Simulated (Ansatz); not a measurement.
# H3C2: what the fields show

Input

```
crystal:
  lattice:
    - [3.359440208, -3.1194107158, 0.0925505994]
    - [3.359440208, 3.1194107158, 0.0925505994]
    - [-0.6281086327, 0.0, 4.0379548298]
  atoms:
    - { symbol: H, position: [0.2602075215, 0.2602075215, 0.5364019719] }
    - { symbol: H, position: [0.7397924785, 0.7397924785, 0.4635980281] }
    - { symbol: H, position: [0.2200384262, 0.5019946991, 0.2229394425] }
    - { symbol: H, position: [0.4980053009, 0.7799615738, 0.7770605575] }
    - { symbol: H, position: [0.7799615738, 0.4980053009, 0.7770605575] }
    - { symbol: H, position: [0.5019946991, 0.2200384262, 0.2229394425] }
    - { symbol: C, position: [0.0808727978, 0.0808727978, 0.081688049] }
    - { symbol: C, position: [0.9191272022, 0.9191272022, 0.918311951] }
    - { symbol: C, position: [0.2750501525, 0.2750501525, 0.27479251] }
    - { symbol: C, position: [0.7249498475, 0.7249498475, 0.72520749] }
basis:
  ecutwfc: 420
kpoints:
  mp_grid: { grid: [6, 6, 6] }
hamiltonian:
  xc: pbe
  dispersion: d3bj
scf:
  occupations: { method: gaussian, width: 0.02 }
output:
  forces: true
  stress: true
  eigenvalues: true
  write_density: true
  write_potential: true
  elf: true
  volumetric_format: npy
relax:
  adjacent_minimum: "off"
  f_tol: 0.01
  max_steps: 30
  cell: { stress_tol: 0.1, fix: [volume] }
```

Command:

```sh
ansatz run input.yaml --threads 2 --pin off --max-ram 5120MiB --backend cpu --events-out ev --progress --plain --runs-dir out
```

Below, planes, directions and counts refer to the conventional cell (a = 6.84 Å, b = 6.23 Å, c = 4.03 Å, α = 90.00°, β = 98.07°, γ = 90.00°).

The fields are those of the run's last geometry, not of the input's.

Space group C2/m; changed on purpose from its base cell (volume × 0.91, shape and atoms relaxed).

Level of theory: DFT PBE+D3(BJ), scalar-relativistic, plane waves, PAW (Ansatz).

In a PAW calculation such maps are meaningful between the atoms, not at the nuclei.

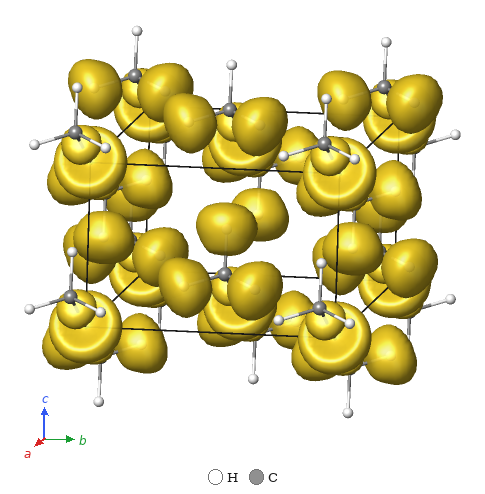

Figure 1. Isosurface of the ELF at 0.8 (yellow), seen slightly off an axis. Core shells and regions of very low density are left out. Sticks mark near contacts.

Q: Identify the bonds, lone pairs and shells in this picture.

A: At this value the surface marks out six regions between bonded C–C atoms (shared pairs) and twelve regions around hydrogen nuclei, counted in one cell of 20 atoms. Regions shared between cells count once.


C–H (1.10 Å): the ELF climbs to about 1 towards the hydrogen, as it does in any bond to H (an ordinary covalent bond to hydrogen). C–C (1.21 Å): the ELF peaks at about 0.85 between the atoms (inside overlapping PAW spheres, so only a guide) (a short, multiple covalent bond).

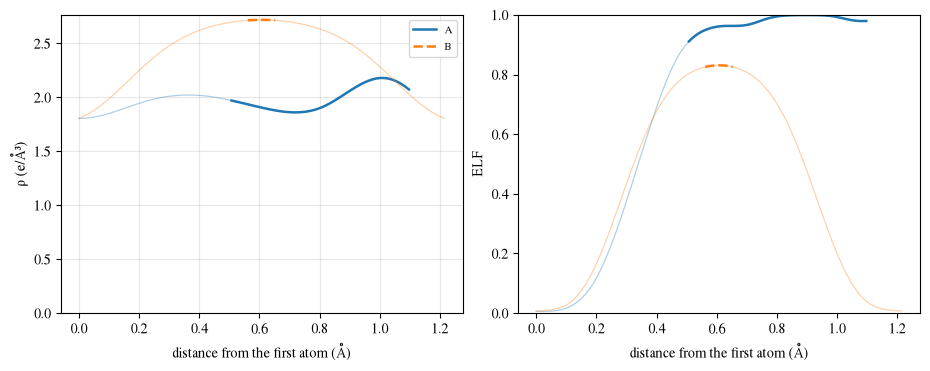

Figure 2. Valence charge density (pseudo) and electron localisation function along straight lines between neighbouring atoms. Thin, pale parts lie inside the atomic spheres.

Q: Which curve belongs to which contact (C–C and C–H)? The first atom named is at distance zero.

A: Curve A: C–H (1.10 Å): the density is about 1.9 e/Å³ at the midpoint; the ELF climbs to about 1 towards the hydrogen (an ordinary covalent bond to hydrogen). Curve B: C–C (1.21 Å): ρ is about 2.7 e/Å³ halfway; the ELF peaks at about 0.85 between the atoms (inside overlapping PAW spheres, so only a guide); a multiple bond.

Q: Does the calculation give a band gap?

A: It is gapped, with a Kohn–Sham gap of 4.6 eV on the k-point mesh, an upper bound to the gap of this method.
